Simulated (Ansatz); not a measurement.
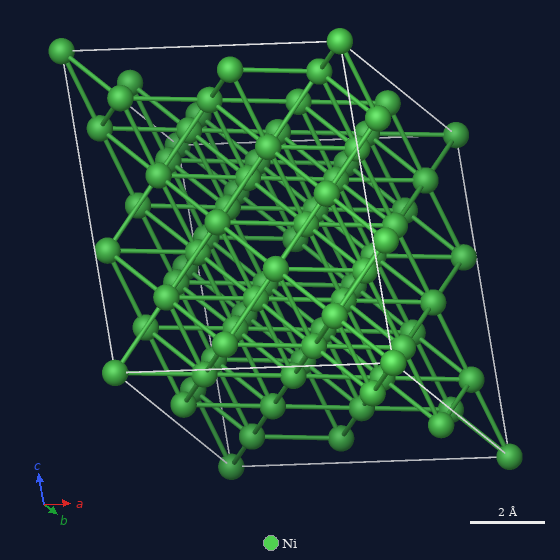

Ball-and-stick drawing of the structure, looking from a general direction. One supercell is framed, with atoms on its boundary repeated. The host is Ni, in a cell of 62 sites, and the cell is neutral.

Question: What kind of defect was put in?

Answer: A nickel vacancy. Around the empty site lie twelve Ni at about 2.5 Å.

Level of theory and settings: Ansatz, DFT PBE, scalar-relativistic, plane waves, PAW, cutoff 420 eV, 3×3×3 k-mesh, Gaussian smearing of 0.1 eV, collinear spins.

Question: Is a magnetic moment found?

Answer: Yes, 39.6 μB in the cell.

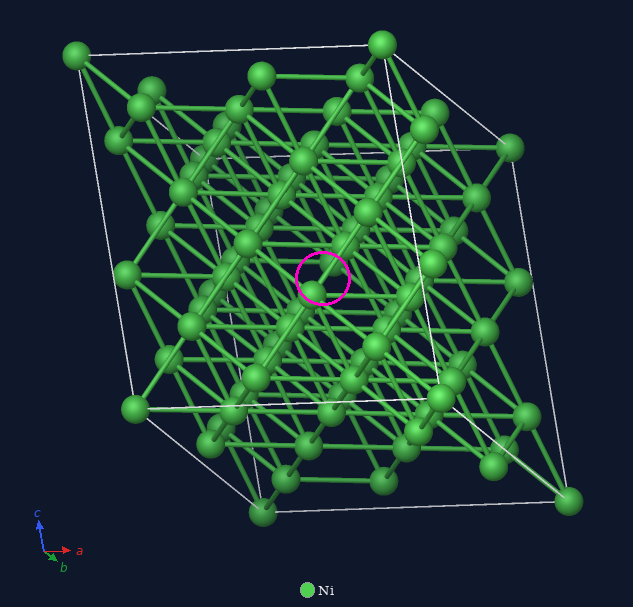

The same cell with a ring at the defect's site.

The atoms were relaxed in the host's cell with Ansatz, DFT PBE, scalar-relativistic, plane waves, PAW.
